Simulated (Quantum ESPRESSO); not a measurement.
**A series of single points on Te**

System: Te (P3₁21, 3 atoms in the cell).
Method: Kohn-Sham DFT of a periodic cell, PBE, SSSP 1.3 efficiency PBE, no spin polarisation (Quantum ESPRESSO 7.5).

The 7 runs differ only in the geometry, by an even scaling of the cell at fixed fractional positions. The structure derives from an entry of the Crystallography Open Database.

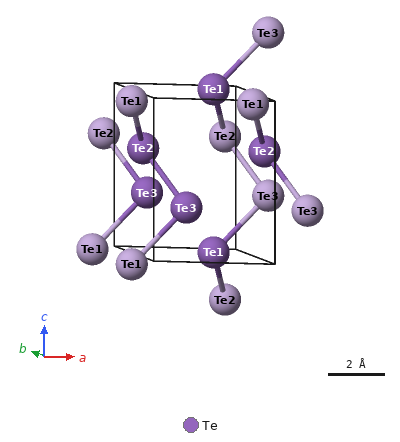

Figure 1. The structure of run 4 (ball-and-stick view of the cell of the calculation, seen slightly off an axis; neighbours outside the cell are drawn fainter; atoms are numbered from 1 in the order of the input).

**Input of run 4**
```
&CONTROL
  calculation = 'scf'
  prefix = 'pwscf'
  outdir = './tmp'
  pseudo_dir = './pseudo'
  tprnfor = .true.
  tstress = .true.
  disk_io = 'nowf'
/
&SYSTEM
  ibrav = 0
  nat = 3
  ntyp = 1
  ecutwfc = 55
  ecutrho = 440
  nbnd = 15
  occupations = 'smearing'
  smearing = 'fd'
  degauss = 0.00367493
/
&ELECTRONS
  conv_thr = 6d-10
  electron_maxstep = 120
  mixing_beta = 0.5
/
ATOMIC_SPECIES
Te   127.6000 Te_pbe_v1.uspp.F.UPF
CELL_PARAMETERS angstrom
   4.4540000000    0.0000000000    0.0000000000
  -2.2270000000    3.8572771485    0.0000000000
   0.0000000000    0.0000000000    5.9240000000
ATOMIC_POSITIONS crystal
Te     0.7310000000    0.7310000000    0.0000000000
Te     0.0000000000    0.2690000000    0.6666666667
Te     0.2690000000    0.0000000000    0.3333333333
K_POINTS automatic
7 7 5 0 0 0
```

Command:
```bash
OMP_NUM_THREADS=1 pw.x -in pw.in > pw.out
```

Run 6 differs from it as follows:
```diff
-   4.4540000000    0.0000000000    0.0000000000
-  -2.2270000000    3.8572771485    0.0000000000
-   0.0000000000    0.0000000000    5.9240000000
+   4.5126119846    0.0000000000    0.0000000000
+  -2.2563059923    3.9080366161    0.0000000000
+   0.0000000000    0.0000000000    6.0019563082
```

**Results, with one run withheld**

```tsv
run	volume per atom (Å³)	free energy per atom, from the lowest run given (meV)	pressure (GPa)	gap on the mesh (eV)
1	31.890	44.13	5.11	0.60
2	32.568	25.43	3.74	0.61
3	33.247	12.21	2.52	0.61
4	33.925	3.91	1.42	0.62
5	34.604	0.00	0.44	0.63
6	35.282	?	?	?
7	35.961	3.56	−1.22	0.63
```

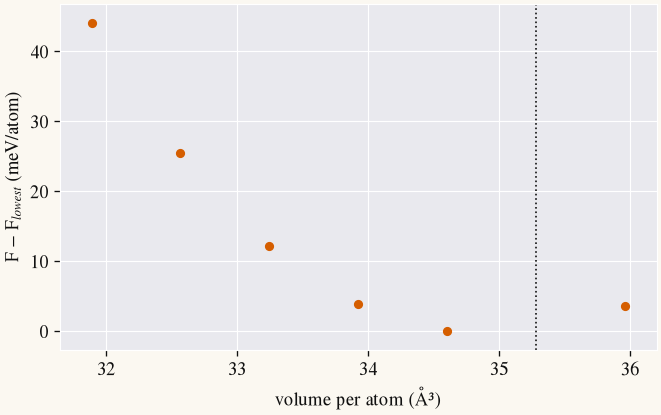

Figure 2. Free energy per atom of the runs given; the dotted line marks run 6.

Estimate the energy of run 6 from the others.

A cubic polynomial in V^(−2/3) (the Birch–Murnaghan form), fitted to the 6 runs given, misses them by under 0.01 meV per atom. With x = V^(−2/3) − 0.09593 Å⁻², it reads F = 6.6454 + 6050.9 x + 1.3008e+06 x² + 4.8697e+06 x³ (meV per atom). At run 6 it gives 0.02 meV per atom, and the run itself gives 0.02. The slope of the fit gives a pressure −dF/dV of −0.44 GPa there, and the run prints −0.44 GPa. The fit has its minimum at 34.936 Å³ per atom, where V d²F/dV² gives 45.2 GPa. Cell shape and fractional positions are held, so this is the stiffness under even scaling; the relaxed bulk modulus wasn't computed and can be far lower in a crystal of layers, chains or molecules like this one. The gap on the mesh goes, without turning, from 0.60 eV in run 1 to 0.63 eV in run 7; run 6 has 0.63 eV. These are gaps of this functional on this mesh, which can miss the band edges; they aren't the measured gap.

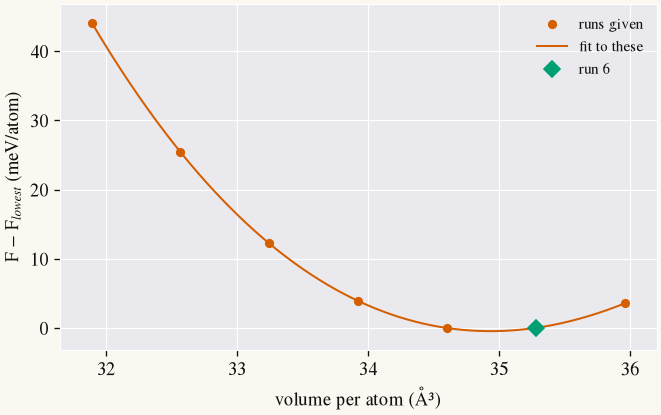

Figure 3. The fit and the withheld run.

**Some lines of the output (run 6)**
```
[...]
     unit-cell volume          =     714.2924 (a.u.)^3
     number of k points=    32  Fermi-Dirac smearing, width (Ry)=  0.0037
     total energy              =     -79.49691632 Ry
     total energy              =     -79.49730208 Ry
     total energy              =     -79.49746028 Ry
     total energy              =     -79.49749395 Ry
     total energy              =     -79.49749687 Ry
     total energy              =     -79.49749763 Ry
     total energy              =     -79.49749774 Ry
     the Fermi energy is     5.7210 ev
!    total energy              =     -79.49749777 Ry
     The total energy is F=E-TS. E is the sum of the following terms:
     Computing stress (Cartesian axis) and pressure
          total   stress  (Ry/bohr**3)                   (kbar)     P=       -4.38
```
